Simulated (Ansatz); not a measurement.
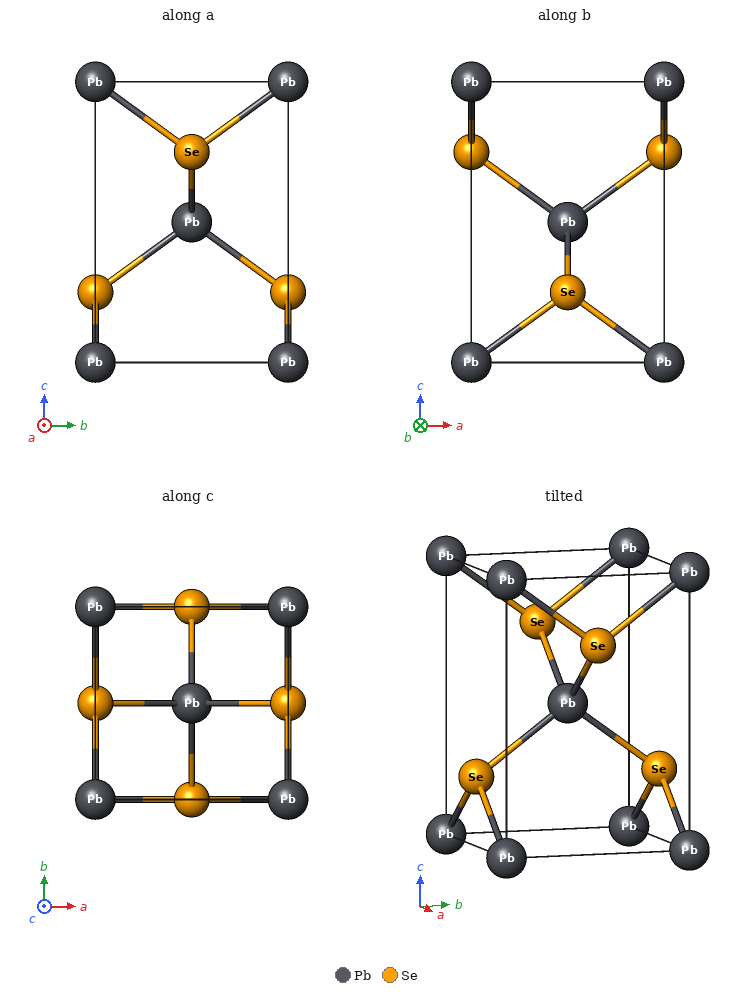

Drawn in the ball-and-stick manner and seen along the a axis, along the b axis, along the c axis and slightly off an axis. The conventional unit cell is drawn as a box.

Lattice parameters: a = 4.841 Å, b = 4.841 Å, c = 7.052 Å, α = 90.00°, β = 90.00°, γ = 90.00°.

> Write down what is shown as a table of Wyckoff sites.

Space group I-4m2 (No. 119).
```
atom  site       x       y       z
  Pb    2a  0.0000  0.0000  0.0000
  Se    2d  0.5000  0.0000  0.2500
```

The initial geometry was a structure type filled with these elements by a generator (whether the compound takes this form wasn't checked). Earlier steps of the study may have refined or changed the cell and positions. Ansatz was used for an electronic-structure calculation on it.
